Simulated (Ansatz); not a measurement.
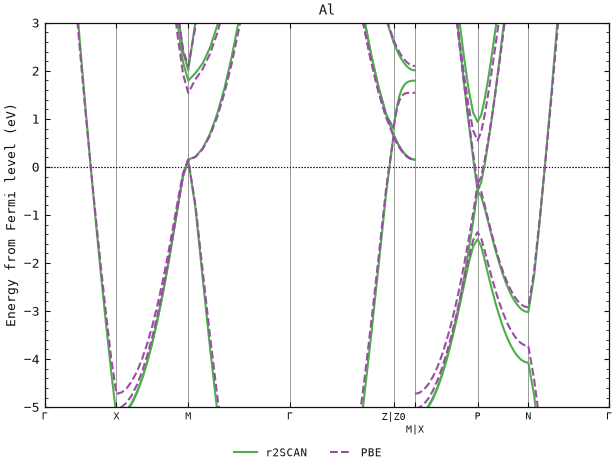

Band structures of Al, space group I4/mmm, 1 atom in the cell, by two methods on the same cell. Each is counted from its own Fermi level.

What changes from one method to the other?

Both give a metal. The 4 bands that come within 1 eV of the Fermi level differ by 0.38 eV on average and by 1.00 eV at most (between Γ and X).

Settings. r2SCAN: DFT r2SCAN, scalar-relativistic, plane waves, PAW, no spin polarisation, 24×24×24 k mesh, 500 eV cutoff (Ansatz). PBE: DFT PBE, scalar-relativistic, plane waves, PAW, no spin polarisation, 24×24×24 k mesh, 420 eV cutoff (Ansatz).

The structure is an invented one, so it need not be a known or stable phase.
